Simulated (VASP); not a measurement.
System: Ge.

```cif
data_structure
_symmetry_space_group_name_H-M 'P 1'
_symmetry_Int_Tables_number 1
_cell_length_a 6.1753
_cell_length_b 6.1753
_cell_length_c 2.8342
_cell_angle_alpha 90.000
_cell_angle_beta 90.000
_cell_angle_gamma 90.000
_cell_volume 108.08
loop_
_atom_site_label
_atom_site_type_symbol
_atom_site_fract_x
_atom_site_fract_y
_atom_site_fract_z
_atom_site_occupancy
Ge1 Ge 0.29249 0.00000 0.00000 1
Ge2 Ge 0.70751 0.00000 0.00000 1
Ge3 Ge 0.00000 0.70751 0.00000 1
Ge4 Ge 0.00000 0.29249 0.00000 1
```

Space group P4/mmm; a structure from a database of computed crystals, not necessarily the ambient phase; a generated structure, not necessarily the stable one.

The calculation used VASP, Kohn-Sham DFT of a periodic cell, PBE, VASP PAW PBE potentials, recommended.

Question: What will maps of the valence pseudo-density and electron localisation function show?

Answer: Ge–Ge (2.55 Å): ρ is about 0.41 e/Å³ halfway; the ELF peaks at about 0.70 between the atoms.
Ge–Ge (2.83 Å): ρ is about 0.25 e/Å³ halfway; the ELF reaches about 0.55 near the midpoint.

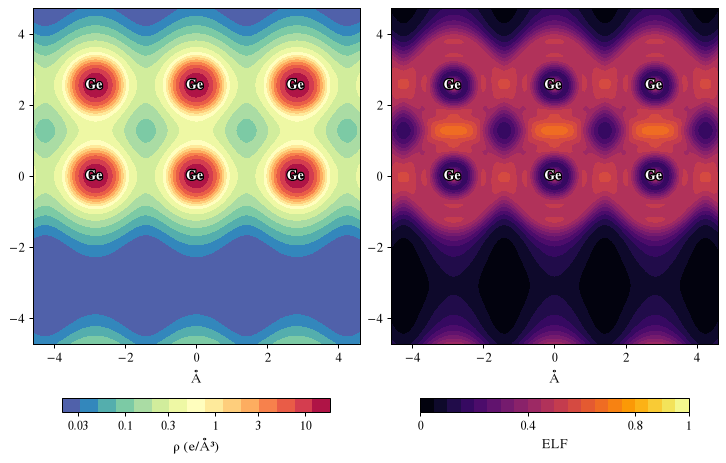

Computed valence pseudo-density and electron localisation function on the (110) plane of the conventional cell, in this order. 

The density is the valence pseudo-density of a PAW calculation; it isn't the true density close to the nuclei.
